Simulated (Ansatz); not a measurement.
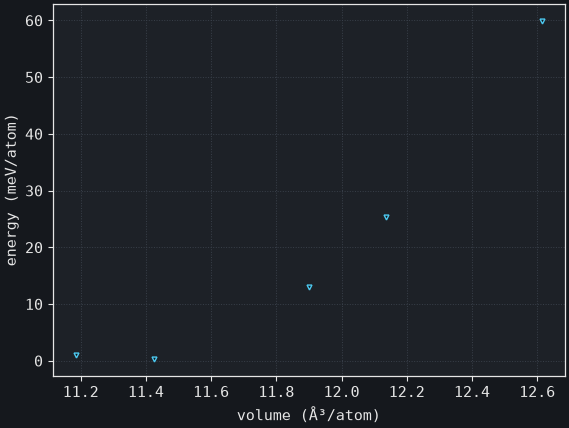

The plot gives the computed energy against volume for ZnO, space group P6_3mc (No. 186).

Cell as given: a = 3.249 Å, b = 3.249 Å, c = 5.206 Å, α = 90.00°, β = 90.00°, γ = 120.00°; 4 atoms.

How it was computed, with Ansatz 0.2.0: all-electron LAPW DFT, no spin polarisation; energies at scaled volumes of the given cell, shape and fractions fixed, counted from the fit's minimum, third-order Birch-Murnaghan fit. Level: LDA.

- k mesh: 9×9×5
- occupations: Fermi–Dirac
- smearing width: 0.05 eV
- potentials: all electron LAPW, scalar relativistic
- program settings: basis error eV/atom 0.002

The points at volume 11.66 Å³/atom and 12.38 Å³/atom are left out of the plot. What values does the calculation give there?

```tsv
volume (Å³/atom)	energy (meV/atom)
11.66	4.52
12.38	41.10
```

Caveats: shape and atomic fractions are frozen while scaling, which makes layered, chain and framework solids too stiff.
